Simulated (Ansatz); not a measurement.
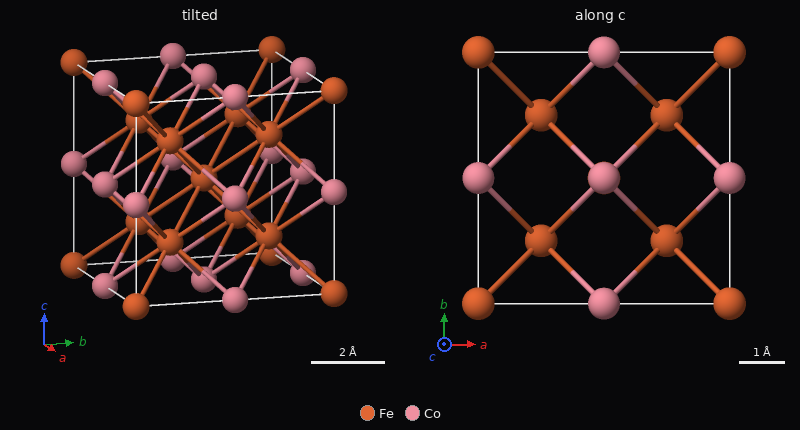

View slightly off an axis and along the c axis, drawn as a ball-and-stick model. The edges of the conventional unit cell are marked. Cell: a = 5.69 Å, b = 5.69 Å, c = 5.69 Å, α = 90.00°, β = 90.00°, γ = 90.00°.

The cell started as a structure listed in the Materials Project. Earlier steps of the study may have refined or changed the cell and positions. Ansatz was used for an electronic-structure calculation on it.

### What is this?

The formula is Fe5Co3. The atoms follow space group Im-3m (No. 229); the Bravais lattice is body-centred cubic. With Z = 2, the cell contains 10 Fe, 6 Co. Each Co atom is coordinated by eight Fe in a cubic arrangement at about 2.5 Å. Fe takes two kinds of site: 2a with eight Fe in a cubic arrangement at about 2.5 Å; 8c with six Co and two Fe in a cubic arrangement (about 2.5 Å to Co, 2.5 Å to Fe). Not all metal-metal contacts are counted. The bonds build a three-dimensional framework.

Method used: Ansatz 0.2.0, DFT PBE, scalar-relativistic, plane waves, PAW. It ran with a kinetic-energy cutoff of 420 eV, k-points about 0.16 Å⁻¹ apart, Gaussian smearing of 0.1 eV, collinear spins.

### Which atoms carry magnetic moments in this run, and how do they order?

The state reached is ferromagnetic. Sizes: Fe 2.5 to 2.7 μB and Co 1.8 μB; net moment 18.4 μB in the run's cell of 8 atoms.

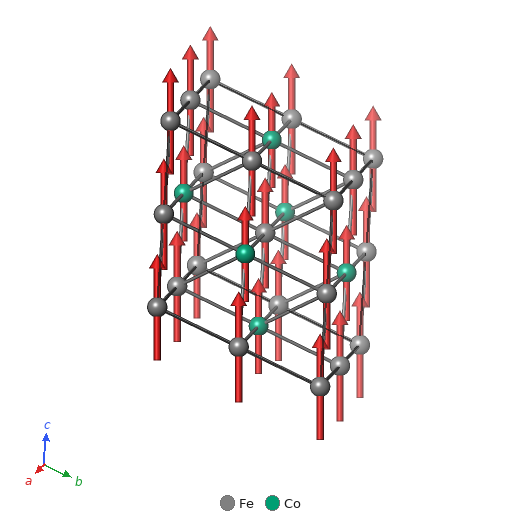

Site moments above 0.25 μB as arrows, small induced ones on non-metal atoms left out (red along the largest or up, blue against, purple across). The run's cell of 8 atoms is drawn, so axes and origin can differ from the first picture.

### Classify it as metallic or gapped, with the value.

A metal: bands cross the Fermi level.

### What net charge does each kind of atom have (Bader)?

Fe -0.01 to +0.16 e; Co -0.21 e.

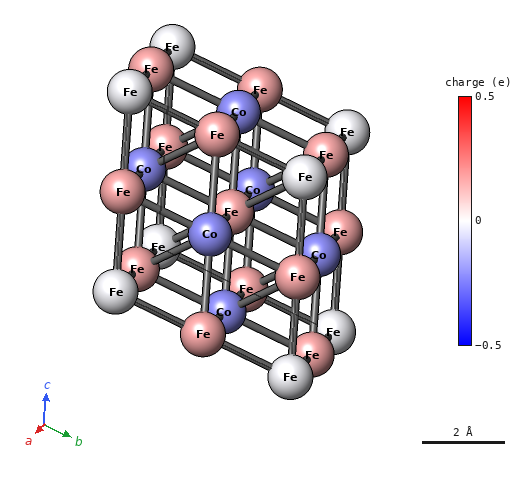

The atoms coloured by those charges. The run's cell of 8 atoms is drawn, so axes and origin can differ from the first picture.

### Has the structure come to rest?

Yes. All forces vanish to within 0.01 eV/Å. The pressure is 0.0 GPa, close to zero.
